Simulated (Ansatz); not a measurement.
**Self-consistent run of TiN**

Aim: a converged single point of TiN at the given geometry. System: TiN, the deposited crystal structure (space group Fm-3m); the cell holds 2 atoms. Source: COD entry 1101081, which need not be the ambient phase.

Program: Ansatz 0.2.0. Level of theory: DFT PBEsol+U, PAW, plane waves, scalar-relativistic. These are calculated values, not measurements.

1 further run of the same task is left out (it didn't finish). Runs told in other sessions of the task aren't counted.

## 1. The starting structure

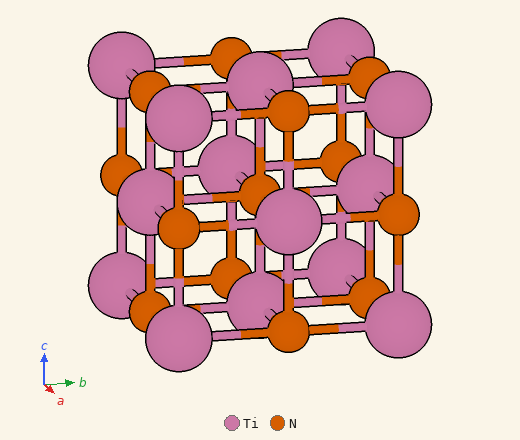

The starting structure, seen slightly off an axis (titanium pink, nitrogen orange). Atoms on the faces are drawn again on the opposite ones. The cell drawn here is the conventional one.

As a file:

```
Ti N
1.0
     0.00000    2.12050    2.12050
     2.12050    0.00000    2.12050
     2.12050    2.12050    0.00000
Ti N
1 1
Direct
  0.00000 0.00000 0.00000
  0.50000 0.50000 0.50000
```

Labels such as N2 number the atoms in the order of the input file.

The search for lower states is off throughout, and inputs that name a mixer don't switch to direct minimisation unless they say so. Spin is collinear, with starting moments Ti1 1.00 μB. β is the mixing step of the charge; the magnetisation has a step of its own, which the program sets unless it is named.

## 2. Running it

Input file input.yaml:

```yaml
crystal:
  lattice:
    - [0.0, 2.1205, 2.1205]
    - [2.1205, 0.0, 2.1205]
    - [2.1205, 2.1205, 0.0]
  atoms:
    - { symbol: Ti, position: [0.0, 0.0, 0.0], spin: 1.0 }
    - { symbol: "N", position: [0.5, 0.5, 0.5] }
magnetization:
  spin_polarized: true
hamiltonian:
  xc: pbesol
  pseudopotentials: { kind: paw }
  hubbard: { sites: [{ species: Ti, l: d, u_eff: 3.0 }] }
basis:
  ecutwfc: 420
kpoints:
  mp_grid: { grid: [8, 8, 8] }
scf:
  occupations: { method: fermi_dirac, width: 0.1 }
  lower_state_search: "off"
  n_extra_bands: 0
  max_iter: 80
output:
  forces: true
  stress: true
```

Command:

```console
$ ansatz run input.yaml --threads 2 --pin off --max-ram 5120MiB --backend cpu --events-out ev --progress --plain --runs-dir out
```

Standard output:

```text
Error: inconsistent input (scf.n_extra_bands, scf.occupations.method): n_bands = 9 leaves no empty band above the 9 bands per channel that the deck's 17 electrons occupy, and the occupations search for the Fermi level (a smearing at a finite width, or tetrahedra): a level found among occupied bands alone can fill a metal as an insulator; raise scf.n_extra_bands until at least 10 bands are solved (omitted, it auto-derives to 13) (see scf.n_extra_bands in the input reference)
```

Run time: 0.1 s. Hardware: 2 threads of Intel Xeon 6975P-C (Granite Rapids), shared host; peak memory 0.11 GiB.

## 3. Reading the log

No iteration ran: the input was refused. Its message: inconsistent input (scf.n_extra_bands, scf.occupations.method): n_bands = 9 leaves no empty band above the 9 bands per channel that the deck's 17 electrons occupy, and the occupations search for the Fermi level (a smearing at a finite width, or tetrahedra): a level found among occupied bands alone can fill a metal as an insulator [...]

Each of these is now tried alone: 12 bands beyond the filled ones; back to the default settings.

## 4. 12 bands beyond the filled ones

Edit input.yaml of step 2 so:

```diff
@@ -21,3 +21,3 @@
   lower_state_search: "off"
-  n_extra_bands: 0
+  n_extra_bands: 12
   max_iter: 80
```

Command:

```console
$ ansatz run input.yaml --threads 2 --pin off --max-ram 5120MiB --backend cpu --events-out ev --progress --plain --runs-dir out
```

Standard output, cut to the lines that bear on the results:

```text
Ti: projections on atomic orbitals take those of the free atom [Ne] 3s2 3p6 3d2 4s2, of charge +0.00 (hamiltonian.pseudopotentials.projection_atoms); the dataset's partial waves leave at most 4.1e-7 of an orbital's norm unspanned inside its sphere
N: projections on atomic orbitals take those of the free atom [He] 2s2 2p3, of charge +0.00 (hamiltonian.pseudopotentials.projection_atoms); the dataset's partial waves leave at most 9.3e-9 of an orbital's norm unspanned inside its sphere
scf.n_extra_bands = 12 over 9 filled bands (N_el = 17.0): the run solves 21 bands
[...]
Pseudopotentials: kind: paw
Pseudopotential: Ti, paw, valence charge 12, recommended cutoff 420 eV (normal), Ti.paw.azcp
Pseudopotential: N, paw, valence charge 5, recommended cutoff 420 eV (normal), N.paw.azcp
Functional definition: PBEsol
[...]
Crystal: 2 atoms, lattice volume = 19.070 Å³
Basis set: ecut = 420 eV, 339 PW (Γ), exchange–correlation on 48×48×48 points (8 copies of the dense FFT grid, shifted against one another)
[...]
WARN: the starting moments were not kept: the SCF closed with an absolute magnetisation of 2.2e-6 μB, where they sum to 1 μB in size (1 site). That is at most 0.1 of that sum. Measured as dr2_m measures the in/out step, that magnetisation stands 2.2e-12 eV from none, at or under the [...]
the last iteration of the SCF fills more bands at one k-point than at another: 8 at σ=↑ k=2 and 11 at σ=↑ k=0; 8 at σ=↓ k=2 and 11 at σ=↓ k=0 (a band counts as filled where it holds over half of its capacity, the bands of one level by their mean; [...]
SCF converged after 19 iterations
Magnetization: -0.0000 μB (8.5000 up, 8.5000 down)
Absolute magnetization: 0.0000 μB (∫|ρ↑−ρ↓|, with the PAW one-centre terms)
Spin contamination: 0.0000 ħ² per cell (⟨S²⟩ above its minimum at these occupations)
Per-site moments (μB) at R_I (Å): [(-1.4297481176936194e-6, 0.8747062499999999), (6.204436205919038e-8, 0.8747062499999999)]
Free energy (F): -2853.243268 eV
[...]
E sigma→0 (E₀):  -2853.226093 eV
Entropy (-TS):   -0.034350 eV (-17.175 meV/atom)
Fermi energy:    17.437262 eV
[...]
--- Forces (eV/Å), atoms counted from 1 ---
  atom   1  Ti    -0.00000000     0.00000000    -0.00000000
  atom   2  N      0.00000000    -0.00000000    -0.00000000
[...]
--- Stress (GPa, compression-positive) ---
       -2.849804       0.000000       0.000000
        0.000000      -2.849804      -0.000000
        0.000000      -0.000000      -2.849804
  P = ⅓ Tr σ = -2.8498 GPa (-28.498 kbar)
Occupation matrices written to <dir>
```

Run time: 1.6 s. Hardware: 2 threads of Intel Xeon 6975P-C (Granite Rapids), shared host; peak memory 0.33 GiB.

Converged in 19 iterations, non-magnetic, no gap on the k-mesh.

## 5. Back to the default settings

Edit input.yaml of step 2 so:

```diff
@@ -21,4 +21,2 @@
   lower_state_search: "off"
-  n_extra_bands: 0
-  max_iter: 80
 output:
@@ -26 +24,5 @@
   stress: true
+  write_density: true
+  write_potential: true
+  elf: true
+  volumetric_format: npy
```

Command:

```console
$ ansatz run input.yaml --threads 2 --pin off --max-ram 5120MiB --backend cpu --events-out ev --progress --plain --runs-dir out
```

Its history (converged in 19 iterations):

| iteration | Harris–Foulkes energy + 2854 (eV) | largest residual (eV) | M (μB) | ∫|m| (μB) |
| --- | --- | --- | --- | --- |
| 1 | 0.5244 | 2.16e+00 | 0.45 | 0.53 |
| 2 | 0.8200 | 4.54e-01 | 0.42 | 0.51 |
| 3 | 0.8461 | 7.48e-02 | 0.40 | 0.50 |
| 4 | 0.8137 | 4.92e-02 | 0.37 | 0.46 |
| 5 | 0.7966 | 3.00e-02 | 0.35 | 0.43 |
| 6 | 0.7846 | 2.00e-02 | 0.33 | 0.40 |
| 7 | 0.7772 | 1.35e-02 | 0.31 | 0.37 |
| 8 | 0.7725 | 9.27e-03 | 0.29 | 0.35 |
| 9 | 0.7693 | 6.58e-03 | 0.27 | 0.33 |
| 11 | 0.7586 | 1.95e-03 | 0.15 | 0.17 |
| 12 | 0.7579 | 8.90e-05 | 0.12 | 0.13 |
| 13 | 0.7570 | 3.04e-05 | 0.06 | 0.06 |
| 15 | 0.7567 | 1.10e-06 | 0.00 | 0.00 |
| 16 | 0.7567 | 4.78e-08 | 0.00 | 0.00 |
| 18 | 0.7567 | 1.55e-10 | 0.00 | 0.00 |
| 19 | 0.7567 | 2.40e-13 | 0.00 | 0.00 |

Run time: 1.6 s. Hardware: 2 threads of Intel Xeon 6975P-C (Granite Rapids), shared host; peak memory 0.34 GiB.

Converged in 19 iterations, non-magnetic, no gap on the k-mesh. Against step 4: the same free energy.

## 6. The histories together

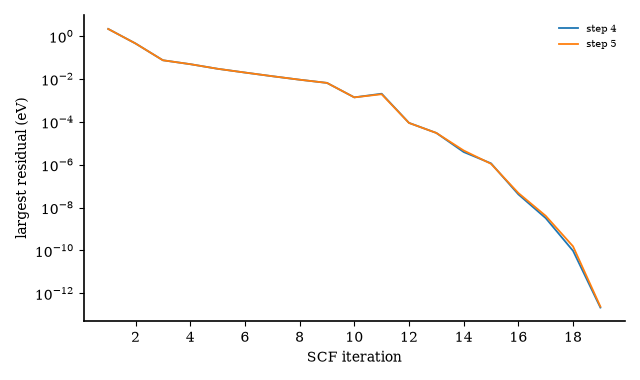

Residual along the iterations.

## 7. What came out

| quantity | value |
| --- | --- |
| first try | input refused |
| step 4: 12 bands beyond the filled ones | converged in 19 iterations |
| step 5: the default settings | converged in 19 iterations |
| state reached in step 4 | non-magnetic, no gap on the k-mesh |
| largest force there | 0.000 eV/Å |

**Reading.** 2 of 2 changes make it converge; “12 bands beyond the filled ones” does so in 19 iterations, and none in fewer.
